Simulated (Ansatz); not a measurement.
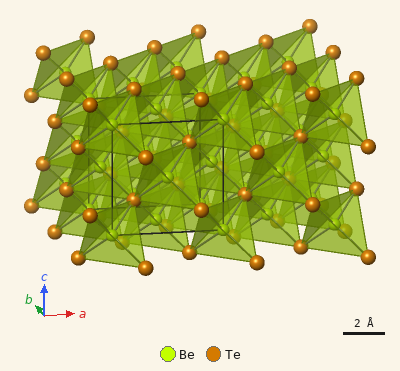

This is the input geometry for a relaxation of crystalline BeTe (set up in F-43m). A polyhedral model of the conventional cell (4 times the calculation's cell), repeated 2 × 2 × 1 with one cell outlined, seen slightly off an axis. Lengths and directions refer to the drawn axes.

Case: relaxed at 1 GPa.

Method: Ansatz, DFT LDA, scalar-relativistic, plane waves, PAW.

The input:
```yaml
crystal:
  lattice:
    - [0.0, 2.7773063427, 2.7773063427]
    - [2.7773063427, 0.0, 2.7773063427]
    - [2.7773063427, 2.7773063427, 0.0]
  atoms:
    - { symbol: Be, position: [0.0, 0.0, 0.0] }
    - { symbol: Te, position: [0.75, 0.75, 0.75] }
basis:
  ecutwfc: 420
kpoints:
  mp_grid: { grid: [8, 8, 8] }
hamiltonian:
  xc: lda
scf:
  occupations: { method: fixed }
output:
  forces: true
  stress: true
  eigenvalues: true
  write_density: true
  write_potential: true
  elf: true
  volumetric_format: npy
relax:
  adjacent_minimum: "off"
  f_tol: 0.001
  max_steps: 60
  cell: { stress_tol: 0.02, p_target: 1.0 }
```

Run as
```bash
ansatz run input.yaml --threads 1 --pin off --max-ram 1228MiB --backend cpu --events-out ev --progress --plain --runs-dir out
```

### Where does the relaxation end?

After 2 accepted moves (3 points after the start) the energy has risen by 2.0 meV per cell of the calculation. With the target pressure of 1 GPa, the enthalpy E + pV changes by −2.0 meV per cell of the calculation. All forces vanish by symmetry, so only the cell relaxes. The pressure goes from 0.00 to 0.99 GPa. The SCF was repeated once at an unchanged geometry on a basis and grid sized afresh for the cell, which shifted the energy by 0.1 meV per cell of the calculation at most. No atom moves by more than 0.005 Å relative to the cell. The volume changes by −1.5 %, with a = b = c 5.555 → 5.527 Å (−0.5 %). Some distances before and after: Be1–Te2 2.405 → 2.393 Å. The space group stays F-43m (No. 216).

Step by step:

```csv
step,"E − E(0), meV/atom","pressure, GPa","volume, Å³/atom",note
0,0.00,0.00,21.423,
1,1.80,1.39,20.979,
2,0.92,0.99,21.102,
3,0.98,0.99,21.102,"same geometry, new basis"
```
